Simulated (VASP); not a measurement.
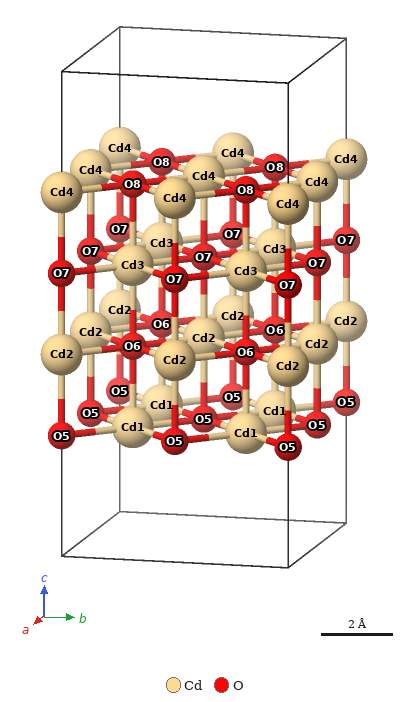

The input geometry (ball-and-stick view of the 2 × 2 repeat of the cell, with the vacuum cut short, seen slightly off an axis; atoms are numbered from 1 in the order of the input). An atom can appear more than once, as a periodic image.

# CdO: geometry relaxation (part 1 of 3)

CdO (slab, 8 atoms in the cell), computed with Kohn-Sham DFT of a periodic cell, PBEsol, VASP PAW PBE potentials, recommended, no spin polarisation (VASP 6.6.1).

The structure derives from an entry of the Crystallography Open Database.

## INCAR
```
PREC = Accurate
ENCUT = 520
EDIFF = 1E-7
ISMEAR = 1
SIGMA = 0.1
LREAL = False
LASPH = True
NELM = 60
ALGO = Normal
ISIF = 2
LWAVE = False
LCHARG = False
LDIPOL = True
IDIPOL = 3
DIPOL = 0.5 0.5 0.500
GGA = PS
IBRION = 2
NSW = 100
EDIFFG = -0.015
KPAR = 8
```

## KPOINTS
```
regular mesh
0
Gamma
  10 10 1
```

## POSCAR
```
CdO
1.0
    3.3226947650      0.0000000000      0.0000000000
    0.0000000000      3.3226947650      0.0000000000
    0.0000000000      0.0000000000     23.0485000000
Cd O
4 4
Direct
    0.5000000000      0.5000000000      0.3470941710
    1.0000000000      0.0000000000      0.4490313903
    0.5000000000      0.5000000000      0.5509686097
    1.0000000000      0.0000000000      0.6529058290
    1.0000000000      1.0000000000      0.3470941710
    0.5000000000      0.5000000000      0.4490313903
    1.0000000000      1.0000000000      0.5509686097
    0.5000000000      0.5000000000      0.6529058290
```

Run on 8 threads of Intel Xeon @ 2.50GHz (Skylake/Cascade Lake), 128 GiB of memory available, shared host.

Run as:
```bash
cat potpaw_PBE.64/Cd/POTCAR potpaw_PBE.64/O/POTCAR > POTCAR
mpirun -np 8 vasp_std > vasp.out
```

## OSZICAR
```
N       E                     dE             d eps       ncg     rms          rms(c)
DAV:   1     0.623730928265E+03    0.62373E+03   -0.35853E+04  1806   0.149E+03
DAV:   2     0.227889614569E+02   -0.60094E+03   -0.58391E+03  2104   0.396E+02
DAV:   3    -0.384543625872E+02   -0.61243E+02   -0.60322E+02  2005   0.118E+02
DAV:   4    -0.400452400294E+02   -0.15909E+01   -0.15838E+01  2064   0.193E+01
DAV:   5    -0.400694981883E+02   -0.24258E-01   -0.24248E-01  2017   0.227E+00    0.195E+01
DAV:   6    -0.332887419849E+02    0.67808E+01   -0.35265E+01  2879   0.553E+01    0.166E+01
DAV:   7    -0.333053492431E+02   -0.16607E-01   -0.43427E+00  1946   0.124E+01    0.105E+01
DAV:   8    -0.332289299291E+02    0.76419E-01   -0.23116E+00  2077   0.812E+00    0.312E+00
DAV:   9    -0.330895409144E+02    0.13939E+00   -0.44135E-01  2244   0.428E+00    0.105E+00
DAV:  10    -0.330836365641E+02    0.59044E-02   -0.83078E-02  1976   0.150E+00    0.505E-01
DAV:  11    -0.330837814951E+02   -0.14493E-03   -0.44387E-03  2119   0.404E-01    0.351E-01
DAV:  12    -0.330834231800E+02    0.35832E-03   -0.66114E-03  2048   0.382E-01    0.144E-01
DAV:  13    -0.330836331798E+02   -0.21000E-03   -0.70583E-04  2143   0.130E-01    0.508E-02
DAV:  14    -0.330841037681E+02   -0.47059E-03   -0.61319E-04  2089   0.109E-01    0.491E-02
DAV:  15    -0.330843558048E+02   -0.25204E-03   -0.44285E-04  2135   0.119E-01    0.355E-02
DAV:  16    -0.330845448025E+02   -0.18900E-03   -0.13455E-04  1998   0.663E-02    0.138E-02
DAV:  17    -0.330846649343E+02   -0.12013E-03   -0.45639E-05  2018   0.292E-02    0.144E-02
DAV:  18    -0.330847210553E+02   -0.56121E-04   -0.33838E-05  2376   0.287E-02    0.175E-02
DAV:  19    -0.330847332737E+02   -0.12218E-04   -0.52313E-06  2123   0.132E-02    0.610E-03
DAV:  20    -0.330847491659E+02   -0.15892E-04   -0.42277E-06  2086   0.880E-03    0.493E-03
DAV:  21    -0.330847828129E+02   -0.33647E-04   -0.17970E-06  1750   0.539E-03    0.177E-03
DAV:  22    -0.330847989993E+02   -0.16186E-04   -0.77261E-07  1552   0.396E-03    0.103E-03
DAV:  23    -0.330848116882E+02   -0.12689E-04   -0.49683E-07  1498   0.171E-03    0.898E-04
DAV:  24    -0.330848159957E+02   -0.43076E-05   -0.19872E-07  1541   0.108E-03    0.293E-04
DAV:  25    -0.330848174123E+02   -0.14166E-05   -0.54790E-08  1488   0.881E-04    0.219E-04
DAV:  26    -0.330848176642E+02   -0.25190E-06   -0.92181E-09  1411   0.403E-04    0.809E-05
DAV:  27    -0.330848178003E+02   -0.13610E-06   -0.54444E-09  1390   0.186E-04    0.508E-05
DAV:  28    -0.330848178581E+02   -0.57772E-07   -0.23601E-09  1311   0.144E-04
   1 F= -.33084818E+02 E0= -.33084915E+02  d E =-.330848E+02
       N       E                     dE             d eps       ncg     rms          rms(c)
DAV:   1    -0.330858005698E+02   -0.98277E-03   -0.71492E-01  1806   0.448E+00    0.117E-01
DAV:   2    -0.330863265008E+02   -0.52593E-03   -0.65595E-03  2027   0.441E-01    0.502E-02
DAV:   3    -0.330862956863E+02    0.30814E-04   -0.11001E-04  2104   0.647E-02    0.371E-02
DAV:   4    -0.330862780060E+02    0.17680E-04   -0.73188E-05  2242   0.718E-02    0.163E-02
DAV:   5    -0.330862735064E+02    0.44996E-05   -0.43378E-05  2160   0.331E-02    0.701E-03
DAV:   6    -0.330862743047E+02   -0.79822E-06   -0.54865E-06  2189   0.129E-02    0.372E-03
DAV:   7    -0.330862759671E+02   -0.16624E-05   -0.57503E-07  1810   0.501E-03    0.230E-03
DAV:   8    -0.330862785996E+02   -0.26326E-05   -0.17207E-07  1352   0.359E-03    0.790E-04
DAV:   9    -0.330862820297E+02   -0.34300E-05   -0.17100E-07  1435   0.198E-03    0.468E-04
DAV:  10    -0.330862846471E+02   -0.26174E-05   -0.11221E-07  1437   0.140E-03    0.477E-04
DAV:  11    -0.330862862759E+02   -0.16288E-05   -0.58667E-08  1442   0.641E-04    0.255E-04
DAV:  12    -0.330862877498E+02   -0.14739E-05   -0.66263E-08  1426   0.498E-04    0.119E-04
DAV:  13    -0.330862883534E+02   -0.60364E-06   -0.26558E-08  1396   0.500E-04    0.693E-05
DAV:  14    -0.330862886531E+02   -0.29974E-06   -0.20430E-08  1385   0.341E-04    0.708E-05
DAV:  15    -0.330862887151E+02   -0.61911E-07   -0.38687E-09  1403   0.140E-04
   2 F= -.33086289E+02 E0= -.33086379E+02  d E =-.147086E-02
       N       E                     dE             d eps       ncg     rms          rms(c)
DAV:   1    -0.330859409508E+02    0.34770E-03   -0.17966E+00  1806   0.710E+00    0.185E-01
DAV:   2    -0.330872727295E+02   -0.13318E-02   -0.16550E-02  2030   0.699E-01    0.800E-02
DAV:   3    -0.330871946073E+02    0.78122E-04   -0.27395E-04  2096   0.103E-01    0.590E-02
DAV:   4    -0.330871471036E+02    0.47504E-04   -0.18201E-04  2229   0.112E-01    0.261E-02
DAV:   5    -0.330871382893E+02    0.88143E-05   -0.11076E-04  2168   0.531E-02    0.118E-02
DAV:   6    -0.330871404729E+02   -0.21836E-05   -0.14667E-05  2113   0.189E-02    0.581E-03
DAV:   7    -0.330871451007E+02   -0.46277E-05   -0.15630E-06  1953   0.884E-03    0.361E-03
DAV:   8    -0.330871511788E+02   -0.60781E-05   -0.49188E-07  1632   0.565E-03    0.138E-03
DAV:   9    -0.330871576284E+02   -0.64497E-05   -0.38608E-07  1459   0.324E-03    0.754E-04
DAV:  10    -0.330871644600E+02   -0.68316E-05   -0.43192E-07  1489   0.270E-03    0.801E-04
DAV:  11    -0.330871689792E+02   -0.45192E-05   -0.27707E-07  1499   0.154E-03    0.354E-04
DAV:  12    -0.330871709487E+02   -0.19694E-05   -0.98637E-08  1470   0.942E-04    0.128E-04
DAV:  13    -0.330871719616E+02   -0.10129E-05   -0.53995E-08  1460   0.570E-04    0.111E-04
DAV:  14    -0.330871723374E+02   -0.37580E-06   -0.22295E-08  1477   0.389E-04    0.660E-05
DAV:  15    -0.330871725346E+02   -0.19726E-06   -0.18376E-08  1456   0.263E-04    0.269E-05
DAV:  16    -0.330871725539E+02   -0.19254E-07   -0.26597E-09  1375   0.122E-04
   3 F= -.33087173E+02 E0= -.33087262E+02  d E =-.235470E-02
       N       E                     dE             d eps       ncg     rms          rms(c)
DAV:   1    -0.330872127488E+02   -0.40214E-04   -0.10367E-01  1806   0.171E+00    0.493E-02
DAV:   2    -0.330873672660E+02   -0.15452E-03   -0.17930E-03  2022   0.206E-01    0.220E-02
DAV:   3    -0.330873605410E+02    0.67250E-05   -0.26582E-05  2149   0.312E-02    0.143E-02
DAV:   4    -0.330873589427E+02    0.15983E-05   -0.13517E-05  2145   0.259E-02    0.849E-03
DAV:   5    -0.330873591194E+02   -0.17678E-06   -0.85753E-06  1942   0.149E-02    0.179E-03
DAV:   6    -0.330873592592E+02   -0.13970E-06   -0.12722E-06  1926   0.691E-03    0.148E-03
DAV:   7    -0.330873593140E+02   -0.54799E-07   -0.45499E-08  1193   0.132E-03
   4 F= -.33087359E+02 E0= -.33087447E+02  d E =-.186760E-03
       N       E                     dE             d eps       ncg     rms          rms(c)
DAV:   1    -0.330872569586E+02    0.10230E-03   -0.12232E-01  1806   0.186E+00    0.537E-02
DAV:   2    -0.330874393951E+02   -0.18244E-03   -0.21191E-03  2028   0.224E-01    0.239E-02
DAV:   3    -0.330874316114E+02    0.77837E-05   -0.32349E-05  2134   0.344E-02    0.155E-02
DAV:   4    -0.330874295451E+02    0.20663E-05   -0.15999E-05  2157   0.280E-02    0.928E-03
DAV:   5    -0.330874297163E+02   -0.17115E-06   -0.10211E-05  1862   0.163E-02    0.194E-03
DAV:   6    -0.330874298950E+02   -0.17872E-06   -0.15336E-06  1909   0.761E-03    0.161E-03
DAV:   7    -0.330874299825E+02   -0.87563E-07   -0.53613E-08  1199   0.144E-03
   5 F= -.33087430E+02 E0= -.33087515E+02  d E =-.257429E-03
```

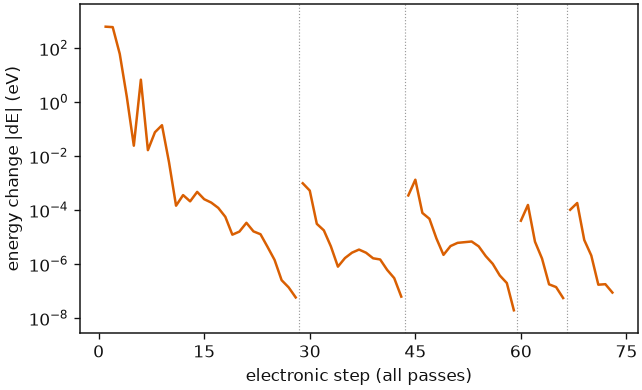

Convergence of the self-consistent field: energy change |dE| against the electronic step. Each stretch between dotted lines is the SCF of one geometry step of a relaxation. The 5 ionic steps take 7 to 28 electronic steps each. The density is held fixed in the first few steps, and dE rises again when its update begins.

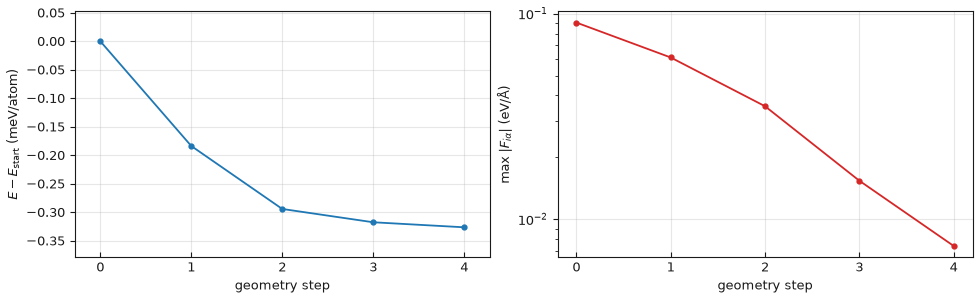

Progress of the relaxation, step by step (steps are counted from 0). Over 4 geometry steps the energy falls by 0.3 meV per atom. Largest force component: 0.09 eV/Å at the start, 0.0074 eV/Å at the end. The largest moves, 0.015 Å, are those of O5 and O8. By element the largest moves are O 0.015 Å, Cd 0.010 Å. The lattice vectors keep their values. Among the contacts that change: Cd1–O6 2.350 → 2.342 Å, Cd2–O5 2.350 → 2.356 Å. (Atoms are counted from 1 in the order of the input.)

## Parts of OUTCAR
```
PREC = Accurate
   ENCUT = 520
   EDIFF = 1E-7
   ISMEAR = 1
   LREAL = False
   LASPH = True
   NELM = 60
   ISIF = 2
   GGA = PS
   IBRION = 2
   NSW = 100
   EDIFFG = -0.015

 ion  position               nearest neighbor table
   1  0.500  0.500  0.347-   6 2.35   5 2.35   5 2.35   5 2.35   5 2.35   2 3.32   2 3.32   2 3.32
                             2 3.32
   2  0.000  0.000  0.449-   5 2.35   6 2.35   6 2.35   6 2.35   6 2.35   7 2.35   1 3.32   1 3.32
                             1 3.32   1 3.32   3 3.32   3 3.32   3 3.32   3 3.32
   3  0.500  0.500  0.551-   8 2.35   7 2.35   7 2.35   7 2.35   7 2.35   6 2.35   4 3.32   4 3.32
                             4 3.32   4 3.32   2 3.32   2 3.32   2 3.32   2 3.32
   4  0.000  0.000  0.653-   7 2.35   8 2.35   8 2.35   8 2.35   8 2.35   3 3.32   3 3.32   3 3.32
                             3 3.32
   5  0.000  0.000  0.347-   2 2.35   1 2.35   1 2.35   1 2.35   1 2.35
   6  0.500  0.500  0.449-   1 2.35   2 2.35   2 2.35   2 2.35   2 2.35   3 2.35
   7  0.000  0.000  0.551-   4 2.35   3 2.35   3 2.35   3 2.35   3 2.35   2 2.35
   8  0.500  0.500  0.653-   3 2.35   4 2.35   4 2.35   4 2.35   4 2.35

  LATTYP: Found a simple tetragonal cell.
 ALAT       =     3.3226947650
 C/A-ratio  =     6.9366889318

  Lattice vectors:

 A1 = (   3.3226947650,   0.0000000000,   0.0000000000)
 A2 = (   0.0000000000,   3.3226947650,   0.0000000000)
 A3 = (   0.0000000000,   0.0000000000,  23.0485000000)

Analysis of symmetry for initial positions (statically):
=====================================================================
 Subroutine PRICEL returns:
 Original cell was already a primitive cell.

 Routine SETGRP: Setting up the symmetry group for a
 simple tetragonal supercell.

 Subroutine GETGRP returns: Found 16 space group operations
 (whereof  8 operations were pure point group operations)
 out of a pool of 16 trial point group operations.

The static configuration has the point symmetry C_4v.
 The point group associated with its full space group is D_4h.

Analysis of symmetry for dynamics (positions and initial velocities):
=====================================================================
 Subroutine PRICEL returns:
 Original cell was already a primitive cell.

 Routine SETGRP: Setting up the symmetry group for a
 simple tetragonal supercell.

 Subroutine GETGRP returns: Found 16 space group operations
 (whereof  8 operations were pure point group operations)
 out of a pool of 16 trial point group operations.

The dynamic configuration has the point symmetry C_4v.
 The point group associated with its full space group is D_4h.

 Subroutine INISYM returns: Found 16 space group operations
 (whereof  8 operations are pure point group operations),
 and found     1 'primitive' translations

----------------------------------------------------------------------------------------

                                     Primitive cell

  volume of cell :     254.4624

  direct lattice vectors                    reciprocal lattice vectors
     3.322694765  0.000000000  0.000000000     0.300960537  0.000000000  0.000000000
     0.000000000  3.322694765  0.000000000     0.000000000  0.300960537  0.000000000
     0.000000000  0.000000000 23.048500000     0.000000000  0.000000000  0.043386771

  length of vectors
     3.322694765  3.322694765 23.048500000     0.300960537  0.300960537  0.043386771

  position of ions in fractional coordinates (direct lattice)
     0.500000000  0.500000000  0.347094171
     0.000000000  0.000000000  0.449031390
     0.500000000  0.500000000  0.550968610
     0.000000000  0.000000000  0.652905829
     0.000000000  0.000000000  0.347094171
     0.500000000  0.500000000  0.449031390
     0.000000000  0.000000000  0.550968610
     0.500000000  0.500000000  0.652905829

  ion indices of the primitive-cell ions
   primitive index   ion index
                 1           1
                 2           2
                 3           3
                 4           4
                 5           5
                 6           6
                 7           7
                 8           8

----------------------------------------------------------------------------------------

 KPOINTS: regular mesh

Automatic generation of k-mesh.
 Grid dimensions read from file:
 generate k-points for:   10   10    1

 Generating k-lattice:

  Cartesian coordinates                     Fractional coordinates (reciprocal lattice)
     0.030096054  0.000000000  0.000000000     0.100000000  0.000000000  0.000000000
     0.000000000  0.030096054  0.000000000     0.000000000  0.100000000  0.000000000
     0.000000000  0.000000000  0.043386771     0.000000000  0.000000000  1.000000000

  Length of vectors
     0.030096054  0.030096054  0.043386771

  Shift w.r.t. Gamma in fractional coordinates (k-lattice)
     0.000000000  0.000000000  0.000000000

 Subroutine IBZKPT returns following result:
 ===========================================

 Found     21 irreducible k-points:
```
